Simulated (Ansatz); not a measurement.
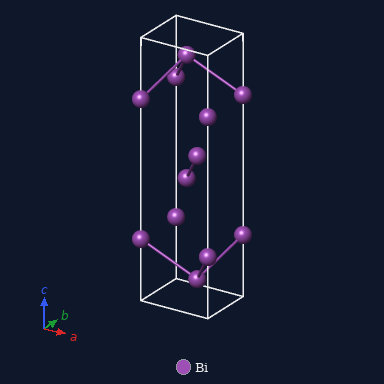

System: Bi, space group R-3m (No. 166). The picture shows the conventional cell.

Starting cell:
```xyz
2
Lattice="2.2675 1.3091 3.9380 -2.2675 1.3091 3.9380 0.0000 -2.6183 3.9380" Properties=species:S:1:pos:R:3 pbc="T T T"
Bi    0.0000    0.0000    9.0495
Bi    0.0000    0.0000    2.7645
```

Method: all-electron LAPW DFT, no spin polarisation; energies at scaled volumes of the given cell, shape and fractions fixed, counted from the fit's minimum, third-order Birch-Murnaghan fit (Ansatz 0.2.0). Level: PBEsol.

k mesh 7×7×7; occupations Fermi–Dirac; smearing width 0.05 eV; potentials all electron LAPW, scalar relativistic; program settings basis error eV/atom 0.001.

Predict the energy and pressure against volume. The volume takes the values 32.97, 33.67, 34.37, 35.07, 35.77, 36.47, 37.17 Å³/atom.

A third-order Birch–Murnaghan fit gives V0 = 34.83 Å³/atom, B0 = 49.8 GPa and B′ = 4.7. The energy is 17.26 meV/atom at volume 32.97 Å³/atom and 21.65 meV/atom at 37.17 Å³/atom; the lowest computed point is at volume 35.07 Å³/atom (0.24 meV/atom), in a single well. The pressure falls from 3.12 GPa at volume 32.97 Å³/atom to −2.78 GPa at 37.17 Å³/atom, and changes sign near 34.84 Å³/atom.

| volume (Å³/atom) | energy (meV/atom) | pressure (GPa) |
| --- | --- | --- |
| 32.97 | 17.26 | 3.12 |
| 33.67 | 6.48 | 1.83 |
| 34.37 | 0.97 | 0.69 |
| 35.07 | 0.24 | −0.33 |
| 35.77 | 3.75 | −1.24 |
| 36.47 | 11.01 | −2.06 |
| 37.17 | 21.65 | −2.78 |

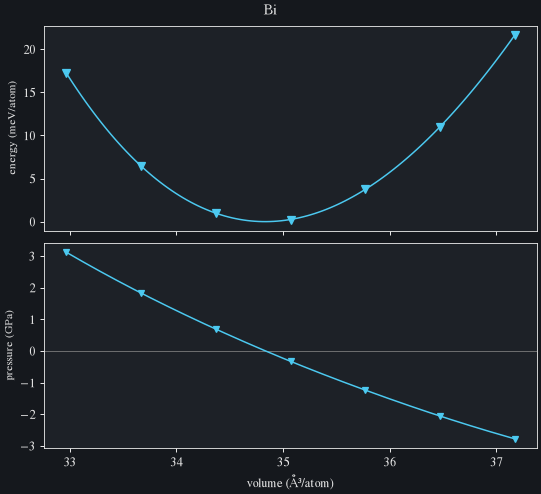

Keep in mind: spin-orbit coupling left out, heavy elements; shape and atomic fractions are frozen while scaling, which makes layered, chain and framework solids too stiff.
